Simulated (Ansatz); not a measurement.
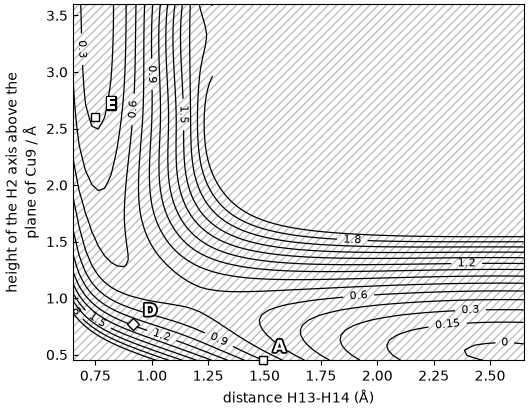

H₂ on a Cu(100) slab cut from the Fm-3m phase, its upper half relaxed before the scan (12 atoms of substrate and one adsorbate in a 2 × 2 cell). 
- H2 lies flat over one site of a rigid substrate while its bond length and height are varied; it sits over a bridge site, heights counted from the top plane, its axis along the first surface vector.
- Coordinates scanned: (1) distance H13-H14; (2) height of the H2 axis above the plane of Cu9.
- Grid: 8 × 9 points. At 15 points there is no value (left out: too close to the surface, or the stretched molecule far from it).
- Points are written as (first, second).
- All energies are given in eV relative to the lowest grid point.
- The calculation used DFT PBE, scalar-relativistic, plane waves, PAW (Ansatz). Settings: cutoff 420 eV, k-mesh 5×5×1, gaussian smearing 0.1 eV, no spin polarisation.

The picture shows contour lines labelled in eV (none above 1.95), hatched blanks where no value was computed, lettered points. Between grid points the surface is interpolated.

Q: Is D the lowest point of the computed grid?

A: No. D lies 1.17 eV above the lowest grid point, which is at (2.650 Å, 0.45 Å).

Q: Rank the lettered points by energy, lowest first.

A: E (0.28 eV), A (0.90 eV), D (1.17 eV).
